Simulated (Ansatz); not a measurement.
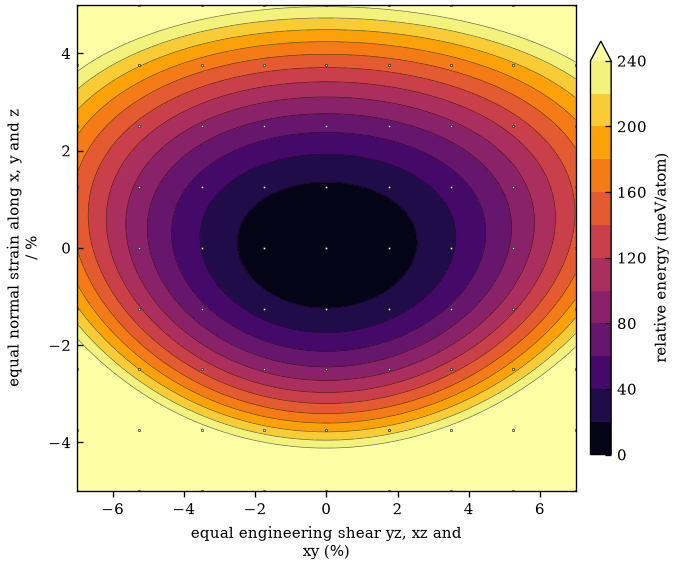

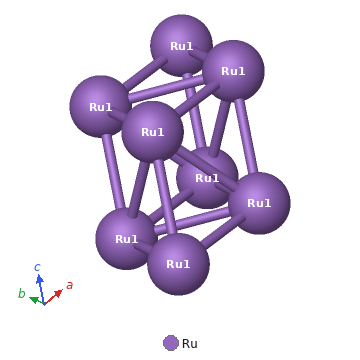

Energy landscape of Ru (Fm-3m, No. 225; 1 atom in the cell). The energy is mapped over two homogeneous strains (x, y and z along the cube axes). The first coordinate is: equal engineering shear yz, xz and xy; the second: equal normal strain along x, y and z. Nothing is relaxed (symmetry fixes all fractional coordinates). The grid has 9 × 9 points. Points are written as (first, second). Energies are in meV/atom, from the lowest grid point. All numbers below come from Ansatz 0.2.0, DFT PBE, scalar-relativistic, plane waves, PAW. Settings: cutoff 420 eV, k-mesh 20×20×20, gaussian smearing 0.15 eV, no spin polarisation.

Drawn: filled contours, dots at the grid points, one colour for all values above the top of the scale. Between grid points the surface is interpolated. The second picture is the structure at the lowest point

> Summarise what can be read from the map.

The lowest grid point is at (0.00 %, 0.00 %). No other kind of well shows on this grid. The highest grid point, (−7.00 %, −5.00 %), lies 633 meV/atom above the lowest. Round the minimum the two coordinates are nearly uncoupled.

The whole map (81 points run) took 5.2 min on 1 thread of Intel(R) Xeon(R) 6975P-C (Granite Rapids) (shared host).
